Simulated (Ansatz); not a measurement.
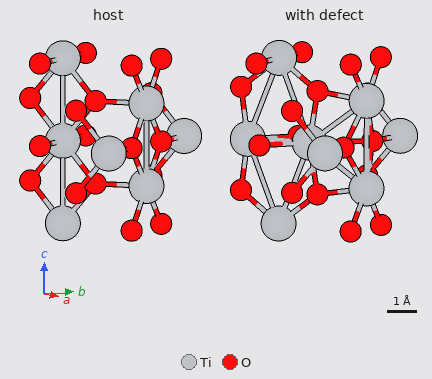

Left: perfect TiO₂. Right: the same region with one point defect, after relaxing the atoms in a supercell of 72 sites. The picture is a ball-and-stick view of the atoms within 3.8 Å of one point, seen slightly off an axis.

Computed with DFT, PBEsol, PAW, plane waves (Ansatz 0.2.0). Settings: plane-wave cutoff 420 eV; k-point mesh 1 × 1 × 1; mesh shifted by (0.25, 0.25, 0.25); collinear spin. Fermi-Dirac smearing of 0.01 eV. A uniform background neutralises the charged cell. The axes drawn are those of the host's conventional cell.

> What kind of defect was made?

An extra titanium atom is put between the host's atoms (an interstitial).

The charge state of the cell is −1.

> How does the lattice respond?

The Ti atom starts with 1 O at 1.29 Å around its place and ends with 4 O at 1.86 to 2.07 Å. Of the host's atoms, a titanium atom moves furthest from its site, by 1.20 Å. The Ti atom itself moves 0.74 Å from where it was put. The cell's net moment is 0.99 μB.

Limits of the set-up: the cell is charged, on a uniform background, and energies carry no finite-size correction.
